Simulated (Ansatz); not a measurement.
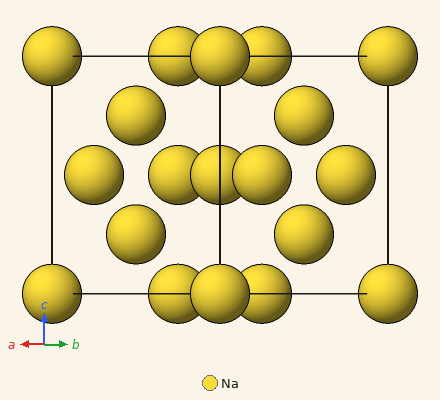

The structure, seen along [110]; the drawing may span several cells.

Given this structure, the input geometry of an electronic-structure calculation (not necessarily at equilibrium); the starting structure was generated, so it need not be a known form of this composition, written in its standard cell:

```cif
data_structure
_symmetry_space_group_name_H-M 'Pm-3n'
_symmetry_Int_Tables_number 223
_cell_length_a 6.7068
_cell_length_b 6.7068
_cell_length_c 6.7068
_cell_angle_alpha 90.000
_cell_angle_beta 90.000
_cell_angle_gamma 90.000
_cell_volume 301.68
loop_
_atom_site_label
_atom_site_type_symbol
_atom_site_symmetry_multiplicity
_atom_site_Wyckoff_symbol
_atom_site_fract_x
_atom_site_fract_y
_atom_site_fract_z
_atom_site_occupancy
Na1 Na 2 a 0.00000 0.00000 0.00000 1
Na2 Na 6 c 0.25000 0.00000 0.50000 1
```

Predict the [110] zone-axis pattern (300 kV, kinematic, B = 0.8 Å²).

Answer. The spots form a rectangular net whose two shortest vectors correspond to d = 4.74 Å and 3.35 Å, 90.0° apart. They are 1 -1 0 (itself too weak to see) and 0 0 2. The pattern has symmetry 2mm. A glide plane extinguishes reflections such as 1 -1 -1, 1 -1 1, 2 -2 -1; a screw axis and a glide plane both extinguish reflections such as 0 0 1, 0 0 3, 0 0 5; reflections such as 1 -1 0, 2 -2 0, 1 -1 -4 are allowed but too weak to see at this display level.

Strongest reflections with d > 1.19 Å, one of each family (|F|² from tabulated Gaussian fits of the electron scattering factors, times a small damping for the curvature of the Ewald sphere):

```json
{"hkl": "0 0 2", "d (Å)": "3.353", "I (strongest = 100)": "100"}
{"hkl": "0 0 4", "d (Å)": "1.677", "I (strongest = 100)": "98"}
{"hkl": "1 -1 2", "d (Å)": "2.738", "I (strongest = 100)": "67"}
{"hkl": "2 -2 2", "d (Å)": "1.936", "I (strongest = 100)": "33"}
{"hkl": "3 -3 2", "d (Å)": "1.430", "I (strongest = 100)": "17"}
```

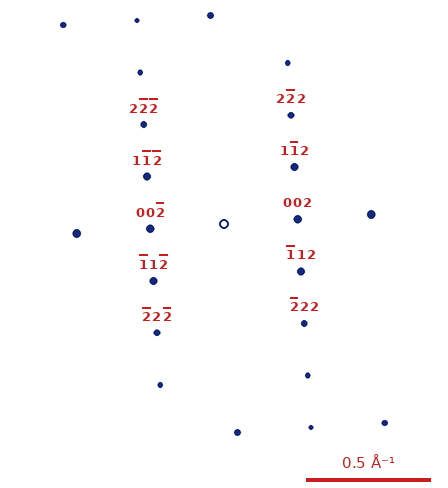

Calculated pattern, seen from the source side with [110] pointing towards the source.
